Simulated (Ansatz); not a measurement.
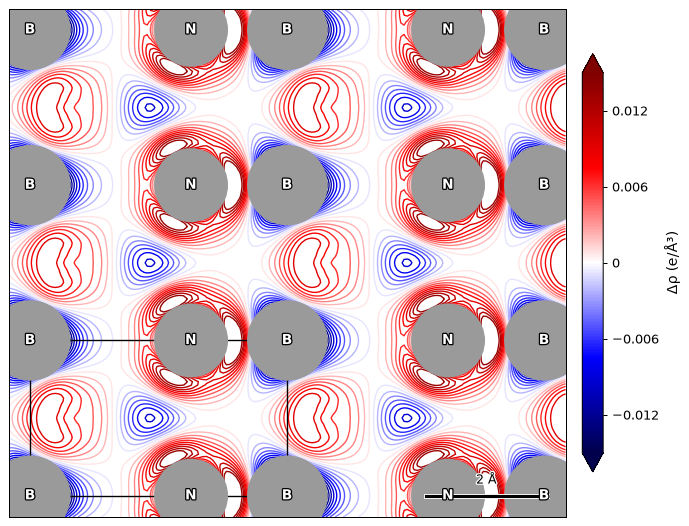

BN: difference of two self-consistent densities at the same geometry, ρ(HSE06) − ρ(PBE), on the (11̄0) plane of the conventional cell. Grey discs cover the cores, where the PAW densities can't be compared. Cores are masked to 0.7 Å (B) and 0.6 Å (N).

Space group P6_3mc. This isn't the usual form at ambient conditions. The cell comes from a database of computed structures, not from a measurement.

Both runs: Ansatz, scalar-relativistic, plane waves and PAW, same cutoff, k-points and PAW files (made with PBE).

Question: How does the change of level move the electrons?

Answer: Against PBE, and outside the masked cores, the largest gain, 0.02 e/Å³, lies 0.7 Å from a nitrogen nucleus and 0.9 Å from a boron one, and the largest loss lies at the edge of the masked core of B.
- Bader charges are B +2.16 and N −2.16 e with PBE and B +2.23 and N −2.23 e with HSE06.
- At this volume the pressure is 0 GPa with PBE and roughly −9 GPa with HSE06.
- The gap on the mesh is 5.21 eV with PBE and 6.53 eV with HSE06.
